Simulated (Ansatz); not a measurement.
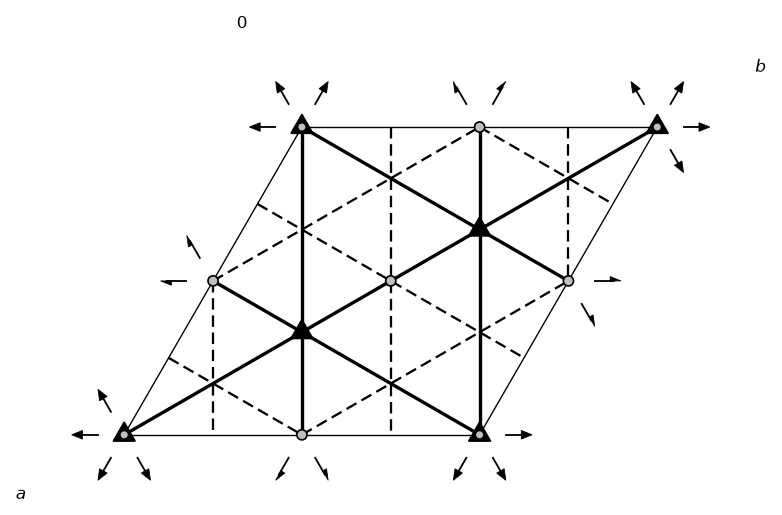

Symmetry elements of a space group, projected down c, computed from the operations of a computed or model structure of composition PtSe2.

Graphical symbols as in the International Tables (origin upper left, heights as fractions; handed screw axes are marked by their printed symbols).

Identify the space group.

P-3m1, No. 164; primitive trigonal (hexagonal lattice), point group -3m, 12 general positions a cell.

List the elements shown.

−3 axes along c at (0, 0); 3 axes along c at (1/3, 2/3), (2/3, 1/3); inversion centres at (0, 0), (0, 1/2), (1/2, 0), (1/2, 1/2); mirror planes holding c and [1 2 0] or [2 1 0] or [−1 1 0]; in-plane glide planes holding c and [1 2 0] or [2 1 0] or [−1 1 0]; 2 axes along [1 1 0] at height 0; 2 axes along a at height 0; 2 axes along b at height 0; 2₁ axes along [1 1 0] at height 0; 2₁ axes along a at height 0; 2₁ axes along b at height 0. Heights repeat every half period; positions are (a, b) fractions, modulo 1.
